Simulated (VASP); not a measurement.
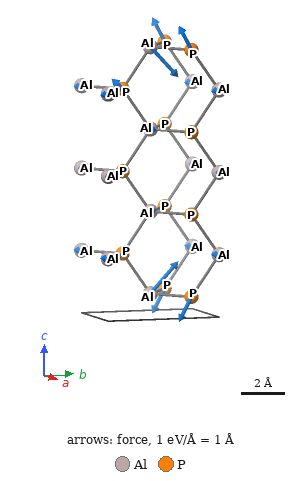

Starting geometry of a slab of composition AlP with the computed forces as blue arrows. Style: ball-and-stick. Shown: the cell of the calculation, outlined in the plane, without the vacuum, slightly off an axis.

The run lets the atoms move in a fixed cell.

Method: Kohn-Sham DFT of a periodic cell, PBEsol, VASP PAW PBE potentials, recommended (VASP).

The input:
```
ALGO = Normal ; DIPOL = 0.5 0.5 0.500
EDIFF = 1E-6 ; EDIFFG = -0.02
ENCUT = 520 ; GGA = PS
IBRION = 2 ; IDIPOL = 3
ISIF = 2 ; ISMEAR = 0
KPAR = 4 ; LASPH = T
LCHARG = F ; LDIPOL = T
LREAL = F ; LWAVE = F
NELM = 80 ; NSW = 80
PREC = Accurate ; SIGMA = 0.03
```

Command:
```bash
cat potpaw_PBE.64/Al/POTCAR potpaw_PBE.64/P/POTCAR > POTCAR
mpirun -np 4 vasp_std > vasp.out
```

> Is this structure relaxed? If not, where do the atoms go?

It isn't relaxed: the largest force vector, on Al atoms, is 2.03 eV/Å. The final displacements follow the starting forces only in part (cosine between the two patterns 0.84). The largest moves relative to the layer's centre, 0.57 Å, are those of Al atoms. By element the largest moves are Al 0.57 Å, P 0.20 Å. The cell stays as it was. Among the contacts that change: Al–P 2.369 → 2.321 Å, Al–P 2.369 → 2.400 Å, Al–P 2.369 → 2.378 Å. Bond angles that change, for instance: Al–P–Al 109.5° → 90.1°, Al–P–Al 109.5° → 94.1°, P–Al–P 109.5° → 123.0°. Over 19 geometry steps the energy falls by 1.406 eV per cell of the calculation. Largest force component: 1.5 eV/Å at the start, 0.011 eV/Å at the end.
